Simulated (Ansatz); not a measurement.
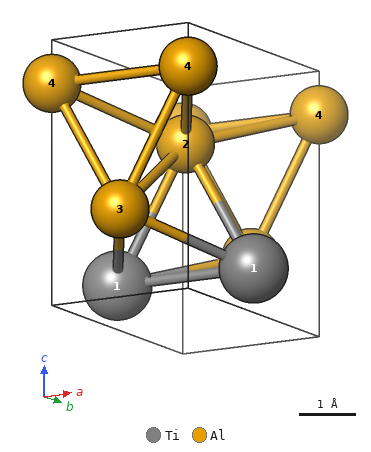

Solid TiAl3 (set up in Pmm2), before the relaxation. A ball-and-stick model of the cell of the calculation, seen from a free direction.

Method: DFT r2SCAN, scalar-relativistic, plane waves, PAW (Ansatz 0.2.0).

Input
```yaml
crystal:
  lattice:
    - [2.839677, 0.0, 0.0]
    - [0.0, 4.681264, 0.0]
    - [0.0, 0.0, 4.900742]
  atoms:
    - { symbol: Ti, position: [0.0, 0.5, 0.165916] }
    - { symbol: Al, position: [0.5, 0.5, 0.667271] }
    - { symbol: Al, position: [0.5, 0.0, 0.330912] }
    - { symbol: Al, position: [0.0, 0.0, 0.8359] }
basis:
  ecutwfc: 500
kpoints:
  mp_grid: { grid: [14, 10, 10] }
hamiltonian:
  xc: r2scan
scf:
  occupations: { method: gaussian, width: 0.1 }
output:
  forces: true
  stress: true
  eigenvalues: true
relax:
  adjacent_minimum: "off"
  f_tol: 0.005
  max_steps: 80
  cell: { stress_tol: 0.05 }
```

Run as
```bash
ansatz run input.yaml --threads 1 --pin off --max-ram 2560MiB --backend cpu --events-out ev --progress --plain --runs-dir out
```

**Where does the relaxation end?**

Over 3 accepted moves (4 points after the start) the energy falls by 4.0 meV per atom. The largest force component goes from 0.04 to 0.0039 eV/Å. The pressure goes from −2.17 to −0.01 GPa. At 1 point the geometry stayed and the basis and grid were re-selected for the new cell (energy shift of 0.1 meV per atom at most each time). The atom that moves furthest relative to the cell is Al2 (0.017 Å along −c). By element the largest moves are Al 0.017 Å, Ti 0.011 Å. Cell: a 2.840 → 2.785 Å (−1.9 %), b 4.681 → 4.675 Å (−0.1 %), c 4.901 → 4.902 Å (0.0 %). Volume −2.0 %. Some distances before and after: Al2–Al2 2.840 → 2.785 Å, Ti1–Ti1 2.840 → 2.785 Å, Al2–Al3 2.863 → 2.843 Å, Ti1–Al2 2.838 → 2.820 Å. The space group stays Pmm2 (No. 25).

After the run, drawn alike:

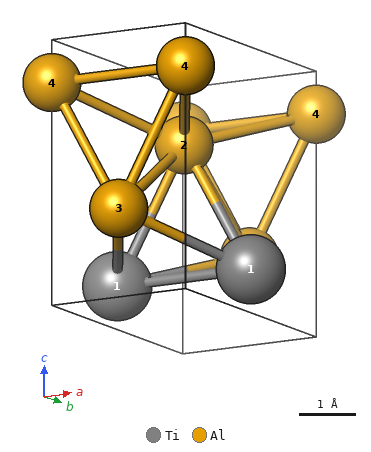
